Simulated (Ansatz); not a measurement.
C (slab)

The calculation's input:

```
crystal:
  lattice:
    - [2.5011862227, 0.0, 0.0]
    - [-1.2505931114, 2.1660908085, 0.0]
    - [0.0, 0.0, 29.8573475992]
  atoms:
    - { symbol: C, position: [0.7696990002, 0.2302383252, 0.5943973192] }
    - { symbol: C, position: [0.1030140114, 0.8969233543, 0.5943501515] }
    - { symbol: C, position: [0.3857320137, 0.6142228158, 0.7077754361] }
    - { symbol: C, position: [0.7190545136, 0.2809003524, 0.7077729494] }
    - { symbol: C, position: [0.6728433621, 0.3272084695, 0.8217292001] }
    - { symbol: C, position: [1.0061802135, -0.006128396, 0.8217479641] }
basis:
  ecutwfc: 420
kpoints:
  mp_grid: { grid: [12, 12, 1] }
hamiltonian:
  xc: pbe
  dispersion: d3bj
scf:
  occupations: { method: gaussian, width: 0.05 }
output:
  forces: true
  stress: true
  eigenvalues: true
  write_density: true
  write_potential: true
  elf: true
  volumetric_format: npy
efield:
  axis: 3
  dipole_correction: true
  ramp_width: 0.04
```

Run with:

```sh
ansatz run input.yaml --threads 2 --pin off --max-ram 5120MiB --backend cpu --events-out ev --progress --plain --runs-dir out
```

Computed with DFT PBE+D3(BJ), scalar-relativistic, plane waves, PAW in Ansatz.

The density is the valence pseudo-density of a PAW calculation; it isn't the true density close to the nuclei.

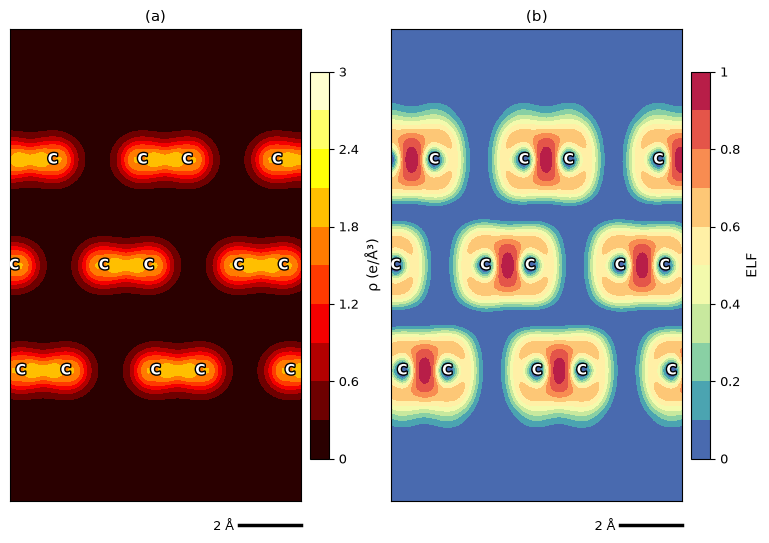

Figure 1. (a) valence charge density (pseudo); (b) ELF on the (110) plane of the calculation cell, a cut from vacuum to vacuum.

### What does the map show?

The section cuts through C sites. C–C (1.44 Å): ρ at the midpoint is about 1.9 e/Å³; the ELF peaks at about 0.95 between the atoms (a covalent bond). The density dies away to nearly zero in the vacuum.

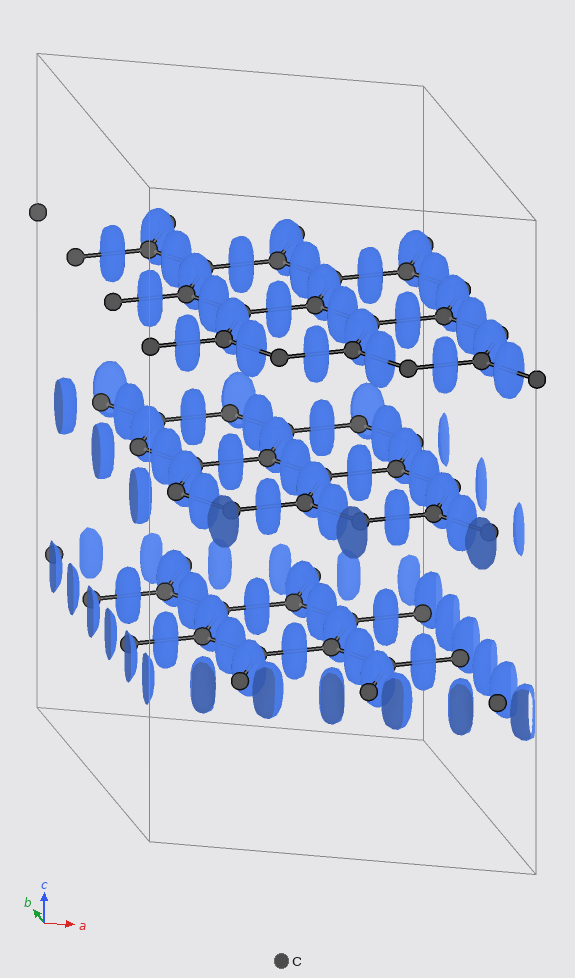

Figure 2. Isosurface of the ELF at 0.85 (blue), seen at an oblique angle. Core shells and regions of very low density are left out. Sticks mark near contacts.

### Describe the localisation domains.

At this value the surface marks out nine regions between bonded C–C atoms (shared pairs), counted in one cell of 6 atoms. Counts are for one cell; the picture repeats the cell along the surface.
